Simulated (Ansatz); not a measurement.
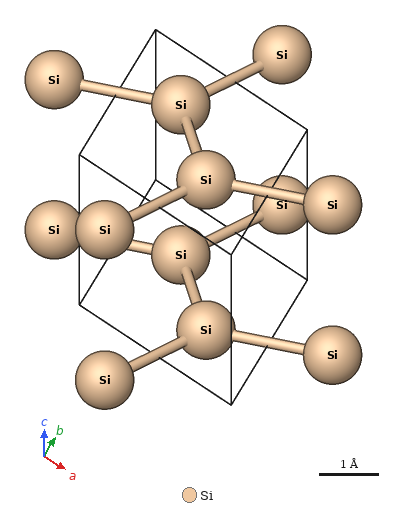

This is the input geometry for a relaxation of crystalline Si (a generated structure, set up in P6/mmm). Style: ball-and-stick. Shown: the cell of the calculation, from a free direction.

Case: C → Si on all its sites, cell and atoms relaxed.

Level of theory: Ansatz, DFT PBE+D3(BJ), scalar-relativistic, plane waves, PAW.

The input:
```yaml
crystal:
  lattice:
    - [3.9591553706, 0.0, 0.0]
    - [-1.9795776853, 3.4287291285, 0.0]
    - [0.0, 0.0, 3.1232425778]
  atoms:
    - { symbol: Si, position: [0.3333333333, 0.6666666667, 0.0] }
    - { symbol: Si, position: [0.6666666667, 0.3333333333, 0.0] }
basis:
  ecutwfc: 420
kpoints:
  mp_grid: { grid: [12, 12, 14] }
hamiltonian:
  xc: pbe
  dispersion: d3bj
scf:
  occupations: { method: gaussian, width: 0.1 }
output:
  forces: true
  stress: true
  eigenvalues: true
relax:
  adjacent_minimum: "off"
  f_tol: 0.01
  max_steps: 60
  cell: { stress_tol: 0.1 }
```

Launched with:
```bash
ansatz run input.yaml --threads 1 --pin off --max-ram 2560MiB --backend cpu --events-out ev --progress --plain --runs-dir out
```

> Predict the outcome.

The atoms keep their places relative to the cell (all moves are under 0.005 Å). Cell: a = b 3.959 → 4.084 Å (+3.2 %), c 3.123 → 2.617 Å (−16.2 %). Volume −10.8 %. Near-neighbour distances that change, for instance: Si1–Si1 3.123 → 2.617 Å, Si1–Si2 2.286 → 2.358 Å. The space group stays P6/mmm (No. 191). The energy falls by 82.8 meV per atom in 7 accepted moves (9 points after the start). All forces vanish by symmetry, so only the cell relaxes. The pressure goes from 0.27 to 0.01 GPa. The line search rejected the trial step at point 4 of the run. At 1 point the geometry stayed and the basis and grid were re-selected for the new cell (energy shift of less than 0.05 meV per atom at most each time).

The end point in the same view:

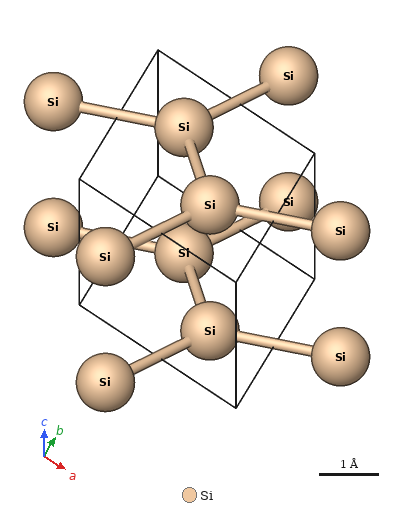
